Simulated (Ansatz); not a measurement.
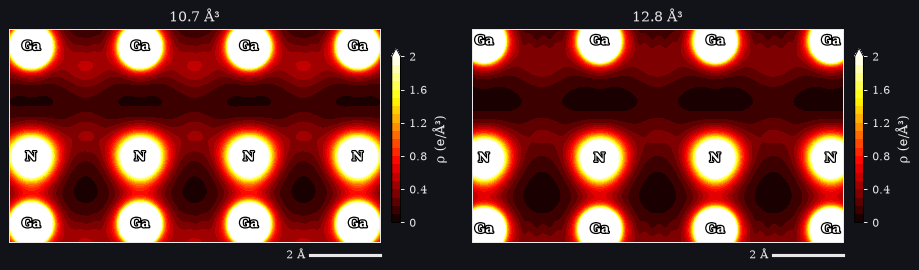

GaN. The valence electron density of cells scaled evenly to different volumes (given per atom above each panel), on the (100) plane of each (indices in the axes of the cell below), at one length scale and on one colour scale.

Computed with DFT PBE, scalar-relativistic, plane waves, PAW in Ansatz 0.2.0.

Core electrons are frozen (PAW), and the valence fields are smoothed inside the atomic spheres.

The largest cell:

```
Ga N
1.0
     3.31498    0.00000    0.00000
    -1.65749    2.87086    0.00000
     0.00000    0.00000    5.40032
Ga N
2 2
Direct
  0.33333 0.66667 0.99913
  0.66667 0.33333 0.49913
  0.33333 0.66667 0.37587
  0.66667 0.33333 0.87587
```

| volume (Å³/atom) | Ga–N contact in the plane (Å) | ρ at its midpoint (e/Å³) | pressure (GPa) | gap on the mesh (eV) | 
| --- | --- | --- | --- | --- |
| 10.73 | 1.916 | 0.806 | 19.3 | 2.32 | 
| 11.24 | 1.946 | ? | ? | ? | 
| 12.85 | 2.035 | 0.650 | −12.5 | 1.13 | 

What values belong in the row with question marks?

Over the known rows ln ρ falls by 1.81 per Å of Ga–N distance (the line through the two), which gives 0.763 e/Å³ at 1.946 Å; the calculation gives 0.766 e/Å³. For the pressure, a straight line in volume between the neighbouring rows gives 11.7 GPa; the calculation gives 8.6, lower because pressure rises ever faster on compression. For the gap on the mesh, a straight line in volume between the neighbouring rows gives 2.03 eV; the calculation gives 2.01.
